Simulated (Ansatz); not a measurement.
System: Al16Au (slab).

Input file:

```
crystal:
  lattice:
    - [5.6324246412, 0.0, 0.0]
    - [0.0, 7.9654513166, 0.0]
    - [0.0, 0.0, 21.2293510975]
  atoms:
    - { symbol: Al, position: [0.25, 0.25, 0.1884183827] }
    - { symbol: Al, position: [0.25, 0.75, 0.1884183827] }
    - { symbol: Al, position: [0.75, 0.25, 0.1884183827] }
    - { symbol: Al, position: [0.75, 0.75, 0.1884183827] }
    - { symbol: Al, position: [0.0, 0.0, 0.2547466541] }
    - { symbol: Al, position: [0.0, 0.5, 0.2547466541] }
    - { symbol: Al, position: [0.5, 0.0, 0.2547466541] }
    - { symbol: Al, position: [0.5, 0.5, 0.2547466541] }
    - { symbol: Al, position: [0.25, 0.25, 0.3240951258] }
    - { symbol: Al, position: [0.25, 0.75, 0.3240951258] }
    - { symbol: Al, position: [0.75, 0.25, 0.3240951258] }
    - { symbol: Al, position: [0.75, 0.75, 0.3240951258] }
    - { symbol: Al, position: [0.0, 0.0, 0.3876402562] }
    - { symbol: Al, position: [0.0, 0.5, 0.3876402562] }
    - { symbol: Al, position: [0.5, 0.0, 0.3876402562] }
    - { symbol: Al, position: [0.5, 0.5, 0.3876402562] }
    - { symbol: Au, position: [0.0833333333, 0.0, 0.4912703667] }
basis:
  ecutwfc: 420
kpoints:
  mp_grid: { grid: [5, 4, 1] }
hamiltonian:
  xc: pbe
  dispersion: d3bj
scf:
  occupations: { method: gaussian, width: 0.1 }
output:
  forces: true
  eigenvalues: true
  write_density: true
  write_potential: true
  elf: true
  volumetric_format: npy
efield:
  axis: 3
  dipole_correction: true
  ramp_width: 0.04
```

Command:

```sh
ansatz run input.yaml --threads 1 --pin off --max-ram 3072MiB --backend cpu --events-out ev --progress --plain --runs-dir out
```

Not relaxed (largest force 1.3 eV/Å); computed without spin polarisation.

All numbers below come from DFT PBE+D3(BJ), scalar-relativistic, plane waves, PAW (Ansatz 0.2.0).

What can the converged valence pseudo-density and electron localisation function tell about the bonding?

Al–Au (2.25 Å): ρ at the midpoint is about 0.75 e/Å³; the ELF peaks at about 0.65 between the atoms.
Al–Al (2.82 Å): ρ is about 0.21 e/Å³ halfway; the ELF peaks at about 0.60 between the atoms.
Al–Al (2.82 Å): ρ is about 0.21 e/Å³ halfway; the ELF peaks at about 0.65 between the atoms.

Metal or insulator at this level of theory?

It is gapless in this calculation (a metal or semimetal).

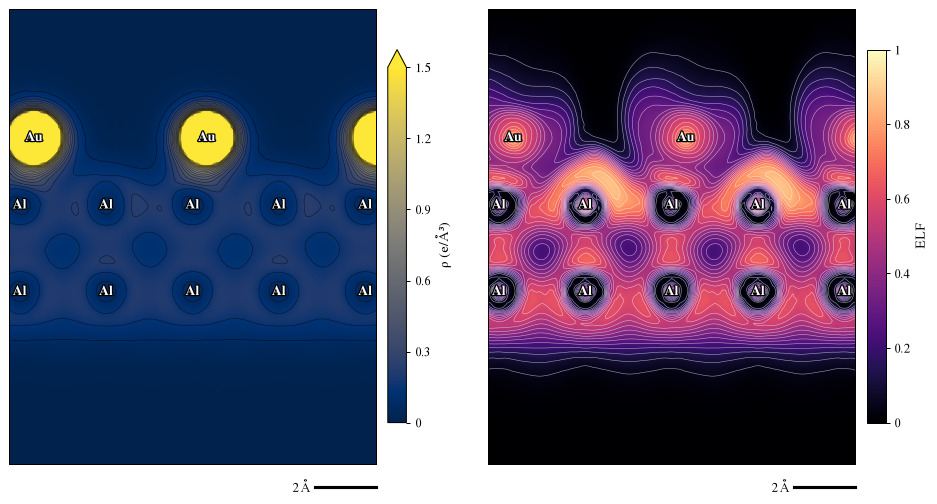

Computed valence pseudo-density and electron localisation function on the (010) plane of the calculation cell, a cut from vacuum to vacuum, in this order. 

Core electrons are frozen (PAW), and the valence fields are smoothed inside the atomic spheres.
